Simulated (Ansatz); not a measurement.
**ZnS: density, localisation and related maps**

The calculation's input:

```
crystal:
  lattice:
    - [0.1400676333, 2.7663357586, 2.7663357586]
    - [2.7663357586, 0.1400676333, 2.7663357586]
    - [2.7663357586, 2.7663357586, 0.1400676333]
  atoms:
    - { symbol: Zn, position: [0.0, 0.0, 0.0] }
    - { symbol: S, position: [0.75, 0.75, 0.75] }
basis:
  ecutwfc: 500
kpoints:
  mp_grid: { grid: [8, 8, 8] }
hamiltonian:
  xc: r2scan
scf:
  occupations: { method: gaussian, width: 0.05 }
output:
  forces: true
  stress: true
  eigenvalues: true
  write_density: true
  write_potential: true
  elf: true
  volumetric_format: npy
```

Run with:

```sh
ansatz run input.yaml --threads 1 --pin off --max-ram 2560MiB --backend cpu --events-out ev --progress --plain --runs-dir out
```

Below, planes, directions and counts refer to the conventional cell (a = 3.71 Å, b = 3.71 Å, c = 9.83 Å, α = 90.00°, β = 90.00°, γ = 120.00°).

Space group R3m; not relaxed (largest force 0.4 eV/Å).

Theory: DFT r2SCAN, scalar-relativistic, plane waves, PAW in Ansatz 0.2.0.

Core electrons are frozen (PAW), and the valence fields are smoothed inside the atomic spheres.

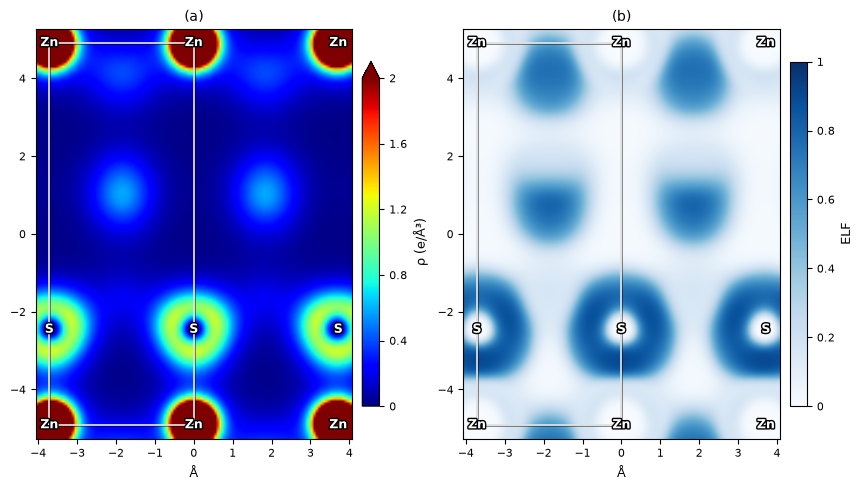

Figure 1. (a) valence electron density; (b) electron localisation function on the (010) plane of the conventional cell.

Read the bonding off the picture.

- The plane passes through Zn and S nuclei.
- Zn–S (2.46 Å): ρ at the midpoint is about 0.42 e/Å³; the ELF peaks at about 0.90 in the valence shell of S, 0.8 Å from its nucleus, and is about 0.55 at the midpoint.
- Between the atoms the lowest density in this plane is 0.02 e/Å³.

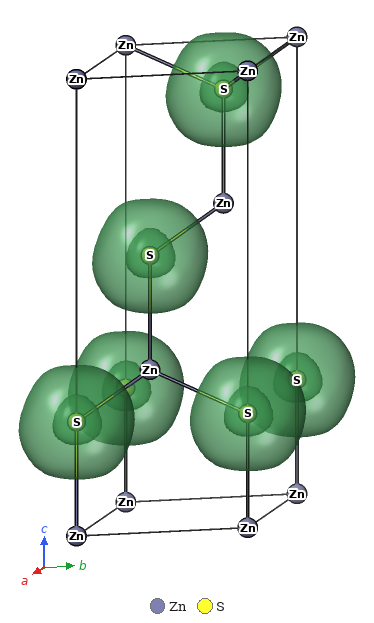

Figure 2. Isosurface of the ELF at 0.65 (green), seen slightly off an axis. Core shells and regions of very low density are left out. Sticks mark near contacts.

Where are the electrons localised?

The surface consists of three regions wrapped around S (the valence shell of each), counted in one cell of 6 atoms. Any copies at cell faces, edges or corners count once.


Zn–S (2.30 Å): the ELF peaks at about 0.90 in the valence shell of S, 0.8 Å from its nucleus, and is about 0.60 at the midpoint.

Metal or insulator at this level of theory?

It is gapped, with a Kohn–Sham gap of 2.5 eV on the k-point mesh, an upper bound to the gap of this method.
